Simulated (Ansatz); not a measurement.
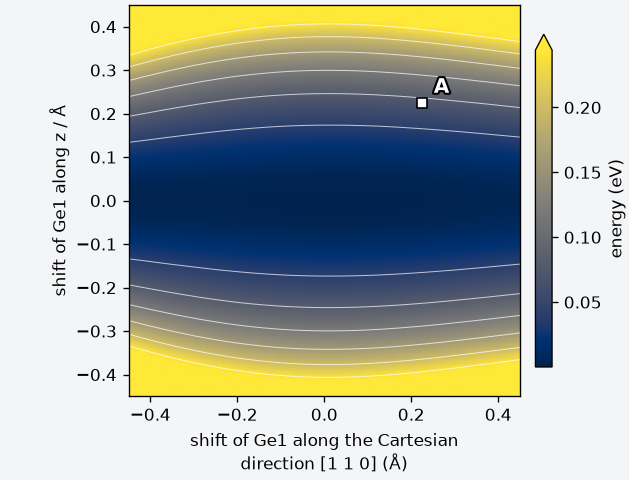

Ge (Cmcm, No. 63; 2 atoms in the cell). Atom Ge1 is moved over a plane while all other atoms and the cell stay fixed (its periodic images move with it) (x along [1 0 0], y along [0 1 0], z along [0 0 1] of the conventional cell). Coordinates scanned: (1) shift of Ge1 along the Cartesian direction [1 1 0]; (2) shift of Ge1 along z. Grid: 5 × 5 points; 15 points were computed and 10 follow by symmetry. Points are written as (first, second). Energies: eV per cell, counted from the lowest grid point. The reference cell is the one listed in the database, not relaxed at this level. The calculation used DFT PBEsol+D3(BJ), scalar-relativistic, plane waves, PAW (Ansatz 0.2.0). Settings: cutoff 420 eV, k-mesh 18×18×10 in the order of the run's cell vectors, gaussian smearing 0.15 eV, no spin polarisation.

Drawn: a smooth colour map with a few white contour lines, one colour for all values above the top of the scale, the point A. Between grid points the surface is interpolated.

Q: Which way does the force act at A, and how strong is it?

A: A, at (0.225 Å, 0.225 Å), is not a stationary point. The computed force is 0.67 eV/Å in the plane, pointing down in the picture (components −0.05 and −0.67 eV/Å).
